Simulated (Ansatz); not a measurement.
# LiGeN (P6_3mc): the gap up the ladder of methods

Wanted: a ladder of band gaps for LiGeN (P6_3mc), from density functionals to G0W0.

Program: Ansatz 0.2.0. Level of theory: density functionals, hybrids and G0W0, plane waves, PAW. Results are calculated unless marked as measured.

## Step 1: Set-up

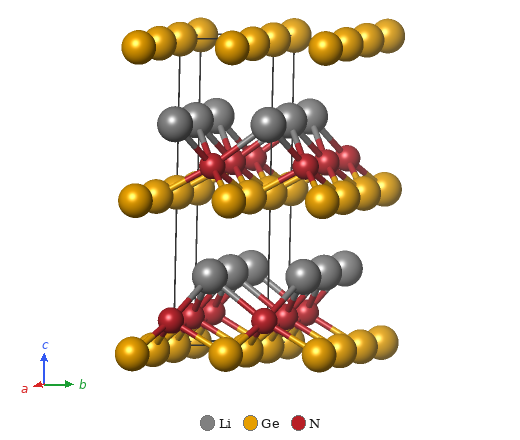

The cell as given, slightly off an axis (lithium grey, germanium orange, nitrogen red). 3×2×1 cells are drawn. Bonds to atoms that aren't drawn are left out. Some periodic images of atoms are drawn too.

The cell and positions are those that the Materials Project relaxed with its own functionals (PBE, PBE+U or r2SCAN), kept fixed. At the settings of the band run the largest force is still 0.08 eV/Å.

The logs state that the PAW files were generated under PBE.

## Step 2: LDA on the 12×12×4 mesh

This step: DFT, LDA, plane waves, PAW; PAW set soft_1.

The input, input.yaml:

```yaml
crystal:
  lattice:
    - [3.0124085355, 0.0, 0.0]
    - [-1.5062042677, 2.6088223183, 0.0]
    - [0.0, 0.0, 9.419459]
  atoms:
    - { symbol: Li, position: [0.66666667, 0.33333333, 0.743392] }
    - { symbol: Li, position: [0.33333333, 0.66666667, 0.243392] }
    - { symbol: Ge, position: [0.0, 0.0, 0.498023] }
    - { symbol: Ge, position: [0.0, 0.0, 0.998023] }
    - { symbol: "N", position: [0.33333333, 0.66666667, 0.603223] }
    - { symbol: "N", position: [0.66666667, 0.33333333, 0.103223] }
kpoints:
  mp_grid: { grid: [12, 12, 4] }
  band_path:
    path:
      - [0.0, 0.0, 0.0]
      - [0.5, 0.0, 0.0]
      - [0.33333333, 0.33333333, 0.0]
      - [0.0, 0.0, 0.5]
      - [0.5, 0.0, 0.5]
      - [0.33333333, 0.33333333, 0.5]
      - [0.133333332, 0.133333332, 0.0]
      - [0.45, 0.0, 0.0]
    npoints: 1
hamiltonian:
  xc: lda
  pseudopotentials: { kind: paw, azcp: { folder: soft_1 }, xc_functional: pbe }
scf:
  occupations: { method: fixed }
  n_extra_bands: 6
output:
  eigenvalues: true
  forces: true
  stress: true
  write_density: true
  write_potential: true
  elf: true
  volumetric_format: npy
```

Run with:

```sh
ansatz run input.yaml --threads 3 --pin off --max-ram 92160MiB --backend cuda --events-out ev --progress --plain --runs-dir out --devices 1 --max-vram 13GiB
```

Numbers of over 12 decimals in the logs are rounded to 6 here.

The log of the run:

```text
scf.n_extra_bands = 6 over 22 filled bands (N_el = 44.0): the run solves 28 bands
GPUs: using 1 of 1 available (devices: 1).
Engine: ansatz 0.2.0, x86_64-unknown-linux-gnu
Pseudopotentials: kind: paw
Pseudopotential: Li, paw, valence charge 3, recommended cutoff 420 eV (normal), soft_1/Li.paw.azcp
Pseudopotential: Ge, paw, valence charge 14, recommended cutoff 420 eV (normal), soft_1/Ge.paw.azcp
Pseudopotential: N, paw, valence charge 5, recommended cutoff 420 eV (normal), soft_1/N.paw.azcp
Functional definition: SPW92
  exchange = slater_x
  correlation = pw_c
device memory: the entry about to start is reckoned to put 2.3 GiB on a device that reports 52.6 GiB free (of which the cap on the GPU budget leaves the run 13.0 GiB)
GPU FFT provider: cuFFT
GPU libraries: cuBLAS 13.8.2, cuFFT 12.4.0, cuSOLVER 12.3.4
Crystal: 6 atoms, lattice volume = 74.026 Å³
Basis set: ecut = 420 eV, 1399 PW (Γ)
Bands: 28, of which v1, the nominal top of the filled ones, is band 22 counted from 1 (21 counted from 0)
Symmetry: 12 space group operations
Space group: P63mc (ITA 186), of the structure as read, at distance tolerance 4.2e-5 Å
k-points: 57 of 576 (time reversal used)
Non-local potential: Li, projectors of the file, l = 0: 3, l = 1: 2, l = 2: 1
Non-local potential: Ge, projectors of the file, l = 0: 2, l = 1: 2, l = 2: 3, l = 3: 1
Non-local potential: N, projectors of the file, l = 0: 2, l = 1: 2, l = 2: 1
PAW form: soft (Blöchl's): semilocal exchange-correlation on the pseudo side does not see the compensation charge
PAW frozen core: Ge, regenerated for the run's functional, and the local potential with it (the file was generated under x = pbe(κ = 0.804, μ = 0.219515), c = pbe(β = 0.066725))
PAW frozen core: N, regenerated for the run's functional, and the local potential with it (the file was generated under x = pbe(κ = 0.804, μ = 0.219515), c = pbe(β = 0.066725))
PAW one-centre angular grid: Li, 110 points (default); XC on 64 Gauss nodes
PAW one-centre angular grid: Ge, 590 points (default); XC on 64 Gauss nodes
PAW one-centre angular grid: N, 110 points (default); XC on 64 Gauss nodes
Initial density: superposition of atomic densities (chi_scale 0.1, normalization cell, long waves kept (reshape's long-wave potential 0.12 eV rms))
Initial wavefunctions: pseudopotential atomic-orbital guess
GPU buffer pool allocated for 36864 grid points (all kernels)
GPU transforms: local potential and band sums: pruned to the plane-wave sphere, on 24×24×64
Functional: x = slater, c = lda
SCF iter   1: F=—  HF=-9585.681613 eV  |F-HF|=—  |Δ(HF+E_count)|=         —  Δρ=6.20e-2  dr2=2.48e0  ethr=3.10e-3  ⟨swp⟩=4.0  Hψ=5275  notcnv=0  defer=153
preconditioner: auto → Resta (q_TF=auto, 2.502 Å⁻¹)  ε∞=2.8  [insulator: Δε(μ)=1.771 eV  Ē_g=20.362 eV  n_scr=24 (ndim 8)  ℏωp=27.3 eV  f_vac=0.000  ε∞_Penn≈2.8]
SCF iter   2: F=—  HF=-9585.038377 eV  |F-HF|=—  |Δ(HF+E_count)|=   6.43e-1  Δρ=3.12e-2  dr2=5.00e-1  ethr=3.10e-3  ⟨swp⟩=2.0  Hψ=2558  notcnv=0  defer=220
SCF iter   3: F=—  HF=-9584.914662 eV  |F-HF|=—  |Δ(HF+E_count)|=   1.24e-1  Δρ=1.28e-2  dr2=1.11e-1  ethr=1.14e-3  ⟨swp⟩=2.0  Hψ=1964  notcnv=0  defer=225
SCF iter   4: F=—  HF=-9584.887692 eV  |F-HF|=—  |Δ(HF+E_count)|=   2.70e-2  Δρ=2.43e-3  dr2=3.17e-3  ethr=2.53e-4  ⟨swp⟩=2.8  Hψ=2973  notcnv=0  defer=228
SCF iter   5: F=—  HF=-9584.887856 eV  |F-HF|=—  |Δ(HF+E_count)|=   1.63e-4  Δρ=8.79e-4  dr2=3.35e-4  ethr=7.19e-6  ⟨swp⟩=2.0  Hψ=2736  notcnv=0  defer=228
SCF iter   6: F=—  HF=-9584.887590 eV  |F-HF|=—  |Δ(HF+E_count)|=   2.66e-4  Δρ=1.72e-4  dr2=1.33e-5  ethr=7.62e-7  ⟨swp⟩=2.1  Hψ=2684  notcnv=0  defer=227
SCF iter   7: F=—  HF=-9584.887645 eV  |F-HF|=—  |Δ(HF+E_count)|=   5.60e-5  Δρ=4.36e-5  dr2=7.63e-7  ethr=3.02e-8  ⟨swp⟩=2.3  Hψ=2635  notcnv=0  defer=118
SCF iter   8: F=-9584.887646 eV  HF=-9584.887646 eV  |F-HF|=3.78e-9  |Δ(HF+E_count)|=   3.81e-7  Δρ=4.76e-6  dr2=1.55e-8  ethr=2.27e-10  ⟨swp⟩=12.4  Hψ=10844  notcnv=0
SCF 1 converged in 8 iterations: F = -9584.887646 eV  dr2 = 1.55e-8
[...]
device memory: the entry about to start is reckoned to put 1.2 GiB on a device that reports 52.0 GiB free (of which the cap on the GPU budget leaves the run 13.0 GiB)
NSCF: frozen V_eff on 8 k-points
SCF converged after 8 iterations
Free energy (F): -9584.887646 eV
Harris-Foulkes:  -9584.887646 eV  (|F-HF|=3.78e-9)
Internal energy: -9584.887646 eV  (E = F + TS)
E sigma→0 (E₀):  -9584.887646 eV
Fermi energy:    7.289548 eV
--- Per-component energies (eV) ---
  E_band       = -456.421455
  E_kinetic    = 473.999350
  E_local      = -5450.579496  (includes V_loc(G=0)·N_el)
  E_nonlocal   = 477.254976
  E_hartree    = 2506.633692
  E_xc         = -278.568984
  E_vxc        = -304.722106  (∫ρ·V_xc dr)
  E_paw        = -4149.606980  (= ΣΔE_a)
  E_vpaw       = -665.642350  (= ΣTr[D̂ρ^β])
  E_aug_tail   = 0.002246  (compensation charges beyond the density's cutoff)
  E_ewald      = -3167.999191
  E_core_change = 3.976741  (= ΣΔE_core)
  E_smearing   = -0.000000  (= −TS)
  E_closure    = 0.000000  (closes the sum)
  Σ components = -9584.887646   (vs F -9584.887646, Δ=0.00e0)
--- Forces (eV/Å), atoms counted from 1 ---
  atom   1  Li     0.00000000    -0.00000000    -0.18839930
  atom   2  Li    -0.00000000     0.00000000    -0.18839930
  atom   3  Ge     0.00000000    -0.00000000     0.47997207
  atom   4  Ge    -0.00000000     0.00000000     0.47997207
  atom   5  N     -0.00000000     0.00000000    -0.29157626
  atom   6  N      0.00000000    -0.00000000    -0.29157626
  max |Σ_I F_I| component: 6.97e-6 eV/Å
--- Stress (GPa, compression-positive) ---
       -6.763166      -0.000000      -0.000000
       -0.000000      -6.763166      -0.000000
        0.000000      -0.000000      -5.320850
  P = ⅓ Tr σ = -6.2824 GPa (-62.824 kbar)
--- Band table (eV; the first three rows and the last of 57) ---
  k-point 0: bands = [... 18 lower, 6.1676, 6.1691, 6.1691, 6.9942, 9.8493, 10.7427, 14.3583, 14.8127, ... 2 higher]
  k-point 1: bands = [... 18 lower, 6.1678, 6.1688, 6.1688, 6.6183, 10.0709, 10.6682, 14.4257, 14.7477, ... 2 higher]
  k-point 2: bands = [... 18 lower, 6.1684, 6.1684, 6.1684, 6.1684, 10.4335, 10.4335, 14.5883, 14.5883, ... 2 higher]
  k-point 56: bands = [... 18 lower, 4.1804, 4.1804, 6.4659, 6.4659, 9.7058, 9.7058, 11.6802, 11.6802, ... 2 higher]
```

Wall time 7.9 s (1 × NVIDIA H100 80GB HBM3 (shared by 6 runs) with 3 threads of AMD EPYC 7R13 (Zen 3), shared host); peak memory 0.93 GiB.

Reading the cycles: dr2 is the Hartree energy of the density residual (eV), the measure of convergence; HF is the Harris–Foulkes estimate of the energy, which meets the free energy F at convergence.

This step gave:

- pressure: -6.282 GPa
- gap: 1.430 eV
- valence top at: k = (0.133, 0.133, 0.000)
- conduction bottom at: M
- least direct gap: 2.402 eV

Over mesh and listed points the gap is 1.430 eV, from k = (0.133, 0.133, 0.000) to k = (0.500, 0.000, 0.000). The least direct gap found is 2.402 eV, at k = (0.450, 0.000, 0.000). On the 12×12×4 mesh alone the same run gives 1.433 eV, so that mesh misses an edge of LDA: 1.433 − 1.430 = +0.003 eV. The pressure in this cell is -6 GPa; the cell is kept.

## Step 3: PBEsol on the 12×12×4 mesh

This step: DFT, PBEsol, plane waves, PAW; PAW set soft_1.

input.yaml: that of step 2 with these lines changed.

```diff
@@ -26,3 +26,3 @@
 hamiltonian:
-  xc: lda
+  xc: pbesol
   pseudopotentials: { kind: paw, azcp: { folder: soft_1 }, xc_functional: pbe }
```

The log of the run:

```text
[...]
GPUs: using 1 of 1 available (devices: 1).
[...]
GPU FFT provider: cuFFT
GPU libraries: cuBLAS 13.8.2, cuFFT 12.4.0, cuSOLVER 12.3.4
Crystal: 6 atoms, lattice volume = 74.026 Å³
Basis set: ecut = 420 eV, 1399 PW (Γ), exchange–correlation on 48×48×128 points (8 copies of the dense FFT grid, shifted against one another)
Bands: 28, of which v1, the nominal top of the filled ones, is band 22 counted from 1 (21 counted from 0)
Symmetry: 12 space group operations
[...]
k-points: 57 of 576 (time reversal used)
[...]
GPU buffer pool allocated for 36864 grid points (all kernels)
[...]
SCF iter   1: F=—  HF=-9672.983888 eV  |F-HF|=—  |Δ(HF+E_count)|=         —  Δρ=6.32e-2  dr2=2.48e0  ethr=3.10e-3  ⟨swp⟩=4.0  Hψ=5865  notcnv=0  defer=143
[...]
atom   1  Li     0.00000000    -0.00000000    -0.07196838
  atom   2  Li    -0.00000000     0.00000000    -0.07196838
  atom   3  Ge     0.00000000    -0.00000000     0.21184774
  atom   4  Ge    -0.00000000     0.00000000     0.21184774
  atom   5  N     -0.00000000     0.00000000    -0.13990060
  atom   6  N      0.00000000    -0.00000000    -0.13990060
  max |Σ_I F_I| component: 4.25e-5 eV/Å
--- Stress (GPa, compression-positive) ---
       -3.531095      -0.000000       0.000000
       -0.000000      -3.531095      -0.000000
       -0.000000      -0.000000      -2.253957
  P = ⅓ Tr σ = -3.1054 GPa (-31.054 kbar)
--- Band table (eV; the first three rows and the last of 57) ---
  k-point 0: bands = [... 18 lower, 6.3551, 6.3564, 6.3564, 7.1860, 9.9969, 10.9310, 14.5701, 15.0123, ... 2 higher]
  k-point 1: bands = [... 18 lower, 6.3553, 6.3561, 6.3561, 6.8021, 10.2290, 10.8528, 14.6353, 14.9487, ... 2 higher]
  k-point 2: bands = [... 18 lower, 6.3558, 6.3558, 6.3558, 6.3558, 10.6075, 10.6075, 14.7932, 14.7932, ... 2 higher]
  k-point 56: bands = [... 18 lower, 4.3505, 4.3505, 6.6901, 6.6901, 9.8693, 9.8693, 11.8764, 11.8764, ... 2 higher]
[key lines of the parts left out:]
SCF converged after 8 iterations
Free energy (F): -9672.246636 eV
Fermi energy:    7.481204 eV
```

Elapsed: 10 s, on 1 × NVIDIA H100 80GB HBM3 (shared by 6 runs) with 3 threads; peak memory 0.95 GiB; 5.7 s of CPU time.

Numbers from this step:

| Quantity | Value |
| --- | --- |
| pressure | -3.105 GPa |
| gap | 1.415 eV |
| valence top at | k = (0.133, 0.133, 0.000) |
| conduction bottom at | M |
| least direct gap | 2.383 eV |

Over mesh and listed points the gap is 1.415 eV, from k = (0.133, 0.133, 0.000) to k = (0.500, 0.000, 0.000). The least direct gap found is 2.383 eV, at k = (0.450, 0.000, 0.000). On the 12×12×4 mesh alone the same run gives 1.418 eV, so that mesh misses an edge of PBEsol: 1.418 − 1.415 = +0.003 eV. PBEsol against LDA: 1.415 − 1.430 = −0.015 eV, with the same mesh, files and cutoff, and both edges at the same k points.

## Step 4: PBE on the 12×12×4 mesh

Levels along a band path and on the mesh show where this functional puts the band edges.

This step: DFT, PBE, plane waves, PAW; PAW set soft_1.

input.yaml, the sections that differ from step 3:

```yaml
kpoints:
  mp_grid: { grid: [12, 12, 4] }
  band_path:
    path:
      - [[0.0, 0.0, 0.0], [0.5, 0.0, 0.0], [0.33333333, 0.33333333, 0.0], [0.0, 0.0, 0.0], [0.0, 0.0, 0.5], [0.5, 0.0, 0.5], [0.33333333, 0.33333333, 0.5], [0.0, 0.0, 0.5]]
      - [[0.5, 0.0, 0.5], [0.5, 0.0, 0.0]]
      - [[0.33333333, 0.33333333, 0.5], [0.33333333, 0.33333333, 0.0]]
    npoints: 10
hamiltonian:
  xc: pbe
  pseudopotentials: { kind: paw, azcp: { folder: soft_1 } }
scf:
  occupations: { method: fermi_dirac, width: 0.02 }
  n_extra_bands: 6
# crystal, output: as in step 3
```

The log of the run:

```text
[...]
GPUs: using 1 of 1 available (devices: 1).
[...]
GPU FFT provider: cuFFT
GPU libraries: cuBLAS 13.8.2, cuFFT 12.4.0, cuSOLVER 12.3.4
Crystal: 6 atoms, lattice volume = 74.026 Å³
Basis set: ecut = 420 eV, 1399 PW (Γ), exchange–correlation on 48×48×128 points (8 copies of the dense FFT grid, shifted against one another)
[...]
k-point 0: bands = [... 18 lower, 6.4754, 6.4767, 6.4767, 7.2960, 10.1441, 11.1026, 14.7696, 15.1752, ... 2 higher]
  k-point 1: bands = [... 18 lower, 6.4756, 6.4764, 6.4764, 6.9159, 10.3789, 11.0208, 14.8279, 15.1155, ... 2 higher]
  k-point 2: bands = [... 18 lower, 6.4761, 6.4761, 6.4761, 6.4761, 10.7663, 10.7663, 14.9713, 14.9713, ... 2 higher]
  k-point 56: bands = [... 18 lower, 4.4807, 4.4807, 6.8033, 6.8033, 10.0198, 10.0198, 12.0097, 12.0097, ... 2 higher]
[key lines of the parts left out:]
SCF converged after 8 iterations
Free energy (F): -9769.112652 eV
Fermi energy:    8.332112 eV
P = ⅓ Tr σ = 0.2583 GPa (2.583 kbar)
```

Wall time 6.9 s (1 × NVIDIA H100 80GB HBM3 (shared by 6 runs) with 3 threads); peak memory 0.96 GiB.

Numbers from this step:

- pressure: 0.2583 GPa
- gap: 1.458 eV
- valence top at: k = (0.133, 0.133, 0.000)
- conduction bottom at: M
- least direct gap: 2.418 eV

Over mesh and path the gap is 1.458 eV, from k = (0.133, 0.133, 0.000) to k = (0.500, 0.000, 0.000). The least direct gap found is 2.418 eV, at k = (0.450, 0.000, 0.000). On the 12×12×4 mesh alone the same run gives 1.461 eV, so that mesh misses an edge of PBE: 1.461 − 1.458 = +0.003 eV. PBE against PBEsol: 1.458 − 1.415 = +0.043 eV, with the same mesh, files and cutoff, and both edges at the same k points.

## Step 5: PBE+SOC on the 12×12×4 mesh

This run has two-component orbitals with spin-orbit coupling.

This step: DFT, PBE with spin-orbit coupling, plane waves, PAW; PAW set soft_1.

The input, input.yaml:

```yaml
crystal:
  lattice:
    - [3.0124085355, 0.0, 0.0]
    - [-1.5062042677, 2.6088223183, 0.0]
    - [0.0, 0.0, 9.419459]
  atoms:
    - { symbol: Li, position: [0.66666667, 0.33333333, 0.743392] }
    - { symbol: Li, position: [0.33333333, 0.66666667, 0.243392] }
    - { symbol: Ge, position: [0.0, 0.0, 0.498023] }
    - { symbol: Ge, position: [0.0, 0.0, 0.998023] }
    - { symbol: "N", position: [0.33333333, 0.66666667, 0.603223] }
    - { symbol: "N", position: [0.66666667, 0.33333333, 0.103223] }
kpoints:
  mp_grid: { grid: [12, 12, 4] }
  band_path:
    path:
      - [0.0, 0.0, 0.0]
      - [0.5, 0.0, 0.0]
      - [0.33333333, 0.33333333, 0.0]
      - [0.0, 0.0, 0.5]
      - [0.5, 0.0, 0.5]
      - [0.33333333, 0.33333333, 0.5]
      - [0.133333332, 0.133333332, 0.0]
      - [0.45, 0.0, 0.0]
    npoints: 1
hamiltonian:
  xc: pbe
  pseudopotentials: { kind: paw_fr, azcp: { folder: soft_1 } }
scf:
  occupations: { method: fixed }
  n_extra_bands: 12
magnetization:
  noncollinear: true
  spin_orbit: true
output:
  eigenvalues: true
  forces: true
  stress: true
```

The log of the run:

```text
[...]
GPUs: using 1 of 1 available (devices: 1).
[...]
non-collinear run that drives no moment, with spin-orbit: no starting moment large enough to seed its density (crystal.atoms[].spin), no starting occupations that ask for one, no magnetisation constraint and no magnetic field, so the semilocal B_xc is pinned to zero
[...]
k-point 1: bands = [... 40 lower, 6.4891, 6.4891, 6.9158, 6.9158, 10.3778, 10.3778, 11.0192, 11.0192, ... 8 higher]
  k-point 2: bands = [... 40 lower, 6.4888, 6.4888, 6.4888, 6.4888, 10.7649, 10.7649, 10.7649, 10.7649, ... 8 higher]
  k-point 56: bands = [... 40 lower, 6.8015, 6.8015, 6.8039, 6.8039, 9.9976, 9.9976, 10.0415, 10.0415, ... 8 higher]
[key lines of the parts left out:]
SCF converged after 8 iterations
Magnetization: |M| = 0.0000 μB,  M = (+0.0000, +0.0000, +0.0000) μB
Free energy (F): -9769.307824 eV
Fermi energy:    7.587849 eV
P = ⅓ Tr σ = 0.2474 GPa (2.474 kbar)
```

It took 7.2 s on 1 × NVIDIA H100 80GB HBM3 (shared by 6 runs) with 3 threads; peak memory 0.96 GiB.

Numbers from this step:

```yaml
pressure: 0.2474 GPa
gap: 1.454 eV
valence_top_at: k = (0.133, 0.133, 0.000)
conduction_bottom_at: M
least_direct_gap: 2.395 eV
```

Over mesh and listed points the gap is 1.454 eV, from k = (0.133, 0.133, 0.000) to k = (0.500, 0.000, 0.000). The least direct gap found is 2.395 eV, at k = (0.450, 0.000, 0.000). PBE+SOC against PBE: 1.454 − 1.458 = −0.004 eV, with the same mesh, set of files (read in its fully relativistic form for the spin-orbit run) and cutoff, and both edges at the same k points. The spin-orbit run sees mesh and listed points alone, so its gap is an upper bound: the coupling can move an edge off these points, the more so as this crystal has no centre of inversion, and the change over the zone, its sign included where it is small, is not known.

## Step 6: r2SCAN on the 12×12×4 mesh

r2SCAN is a meta-GGA: it depends on the kinetic-energy density as well as on the density and its gradient.

This step: DFT, r2SCAN, plane waves, PAW; PAW set soft_1.

input.yaml: that of step 5 with these lines changed.

```diff
@@ -26,10 +26,7 @@
 hamiltonian:
-  xc: pbe
-  pseudopotentials: { kind: paw_fr, azcp: { folder: soft_1 } }
+  xc: r2scan
+  pseudopotentials: { kind: paw, azcp: { folder: soft_1 } }
 scf:
   occupations: { method: fixed }
-  n_extra_bands: 12
-magnetization:
-  noncollinear: true
-  spin_orbit: true
+  n_extra_bands: 6
 output:
```

The log of the run:

```text
[...]
GPUs: using 1 of 1 available (devices: 1).
[...]
GPU FFT provider: cuFFT
GPU libraries: cuBLAS 13.8.2, cuFFT 12.4.0, cuSOLVER 12.3.4
Crystal: 6 atoms, lattice volume = 74.026 Å³
Basis set: ecut = 500 eV, 1907 PW (Γ), exchange–correlation on 96×96×288 points (64 copies of the dense FFT grid, shifted against one another)
[...]
k-point 0: bands = [... 18 lower, 6.2327, 6.2329, 6.2329, 7.1058, 10.4521, 11.4509, 15.2559, 15.7354, ... 2 higher]
  k-point 1: bands = [... 18 lower, 6.2327, 6.2328, 6.2328, 6.7305, 10.6867, 11.3621, 15.3243, 15.6644, ... 2 higher]
  k-point 2: bands = [... 18 lower, 6.2328, 6.2328, 6.2328, 6.2328, 11.0894, 11.0894, 15.4931, 15.4931, ... 2 higher]
  k-point 56: bands = [... 18 lower, 4.1528, 4.1528, 6.5942, 6.5942, 10.1434, 10.1434, 12.2842, 12.2842, ... 2 higher]
[key lines of the parts left out:]
SCF converged after 8 iterations
Free energy (F): -9787.914127 eV
Fermi energy:    7.378584 eV
P = ⅓ Tr σ = -2.9120 GPa (-29.120 kbar)
```

The job ended after 9.5 s (1 × NVIDIA H100 80GB HBM3 (shared by 6 runs) with 3 threads; peak memory 1 GiB).

Numbers from this step:

| Item | Value |
| --- | --- |
| pressure | -2.912 GPa |
| gap | 1.778 eV |
| valence top at | k = (0.133, 0.133, 0.000) |
| conduction bottom at | M |
| least direct gap | 2.764 eV |

Over mesh and listed points the gap is 1.778 eV, from k = (0.133, 0.133, 0.000) to k = (0.500, 0.000, 0.000). The least direct gap found is 2.764 eV, at k = (0.450, 0.000, 0.000). On the 12×12×4 mesh alone the same run gives 1.783 eV, so that mesh misses an edge of r2SCAN: 1.783 − 1.778 = +0.005 eV. r2SCAN against PBE: 1.778 − 1.458 = +0.320 eV. The runs also differ in plane-wave cutoff (420 eV and 500 eV), so how much of this comes from the functional alone is not known.

(Part 1 of 3 ends here.)

[Paths, hosts, dates, memory and timing lines, banners, echoed tables and standing remarks are left out of the program output.]

[Logs are printed without paths, hosts, clocks, repeated set-up lines and the standing remarks that a program may print on its own settings, such as how far it seeks lower states.]

[Runs of the session that timed out or met a known fault of the program may be left out.]

[Cells called generated may have been cut or substituted from an entry of the Crystallography Open Database or the Materials Project.]

[Hosts, paths, dates, database ids (printed as entryN), source tags and the programs' standing remarks are cut or masked in the printed files.]

[Where an RPA ε∞ is given, it is that of the G0W0 mesh and is not shown converged in it. Names of k-points follow the symmetry that the program found, which can be lower than the space group named. Band edges on a path are those of the sampled points; other points can move an edge, and change direct to indirect where valleys lie close.]

[Hybrid gaps are those of their k-mesh and are not shown converged in it.]
